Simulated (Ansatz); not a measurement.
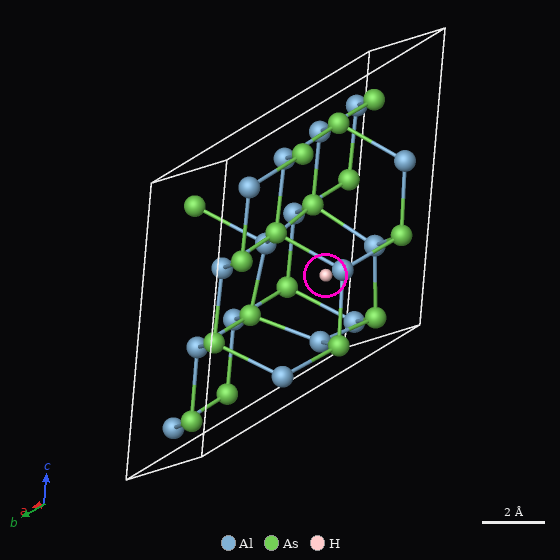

View from a general direction, drawn as a ball-and-stick model. Atoms at the boundary of the supercell (the box) are drawn once for each face, edge or corner they touch. The host is AlAs, in a cell of 32 sites, and the cell carries a charge of -1. A ring marks the defect's site.

Identify the point defect.

An interstitial hydrogen atom. It is bonded to no bonds drawn.

The atoms were relaxed in the host's cell with DFT PBE, scalar-relativistic, plane waves, PAW (Ansatz).
